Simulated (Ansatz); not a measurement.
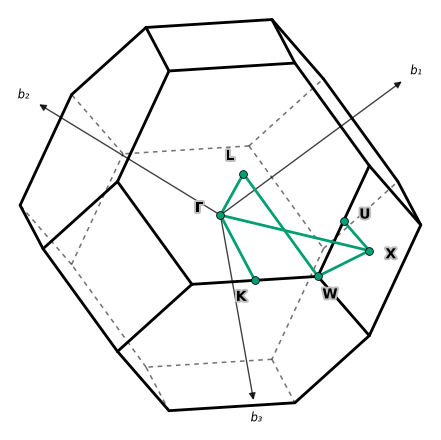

For Hg, coordinates from a relaxation with Ansatz 0.2.0, DFT, r2SCAN+rVV10, plane waves, PAW: the first Brillouin zone and its special points. Symmetry computed with spglib at a tolerance of 0.002 Å; standard conventional cell.

Space group No. 225, Fm-3m; a = 4.713 Å, b = 4.713 Å, c = 4.713 Å, α = 90.00°, β = 90.00°, γ = 90.00°.

Labels and path follow the convention of Hinuma et al. (2017), as computed by seekpath; the arrows show the directions of the reciprocal primitive vectors b₁, b₂, b₃, in which coordinates are given; lengths include the factor 2π.

**List the special points with their coordinates and distances from Γ.**

```tsv
point	k₁	k₂	k₃	length of k (1/Å)
Γ	0	0	0	0.000
X	1/2	0	1/2	1.333
L	1/2	1/2	1/2	1.155
W	1/2	1/4	3/4	1.491
K	3/8	3/8	3/4	1.414
U	5/8	1/4	5/8	1.414
```

**What is the zone's volume?**

(2π)³ over the primitive cell's volume of 26.16 Å³: 9.48 Å⁻³.
